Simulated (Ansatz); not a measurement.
Input

```
crystal:
  lattice:
    - [-1.555901, 2.675003, 2.893313]
    - [1.555901, -2.675003, 2.893313]
    - [1.555901, 2.675003, -2.893313]
  atoms:
    - { symbol: Sb, position: [0.5, 0.5, 0.0] }
    - { symbol: Ga, position: [0.0, 0.0, 0.0] }
hamiltonian:
  xc: lda
  pseudopotentials: { kind: paw }
kpoints:
  mp_grid: { grid: [10, 10, 10] }
scf:
  occupations: { method: fermi_dirac, width: 0.05 }
output:
  forces: true
  stress: true
  eigenvalues: true
  write_density: true
  write_potential: true
  elf: true
  volumetric_format: npy
```

Launched as:

```sh
ansatz run input.yaml --threads 2 --pin off --max-ram 5632MiB --backend cpu --events-out ev --progress --plain --runs-dir out
```

Below, planes, directions and counts refer to the conventional cell (a = 3.11 Å, b = 5.35 Å, c = 5.79 Å, α = 90.00°, β = 90.00°, γ = 90.00°).

Space group Immm; a structure from a database of computed crystals, not necessarily the ambient phase; computed pressure about −5 GPa in this cell.

All numbers below come from Ansatz 0.2.0, Kohn-Sham DFT of a periodic cell, LDA, Ansatz PAW.

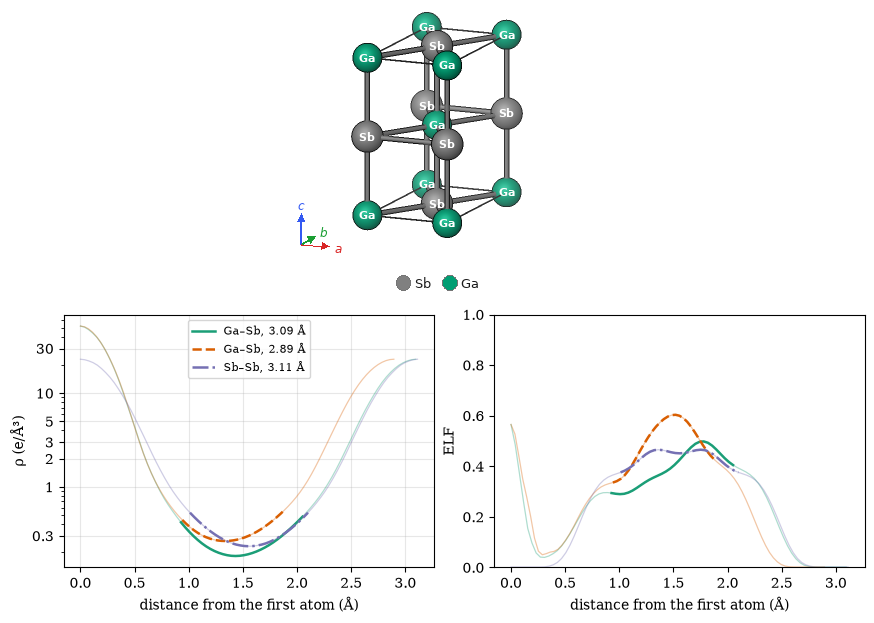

GaSb. Valence electron density and ELF along straight lines between neighbouring atoms. Thin, pale parts lie inside the atomic spheres. The structure is drawn too.

In a PAW calculation such maps are meaningful between the atoms, not at the nuclei.

What can be read from the curves?

Ga–Sb (3.09 Å): ρ is about 0.19 e/Å³ halfway; the ELF is about 0.40 at the midpoint (no shared electron pair shows on this line).
Ga–Sb (2.89 Å): ρ is about 0.27 e/Å³ halfway; the ELF peaks at about 0.60 between the atoms.
Sb–Sb (3.11 Å): ρ is about 0.23 e/Å³ halfway; the ELF is about 0.45 at the midpoint.
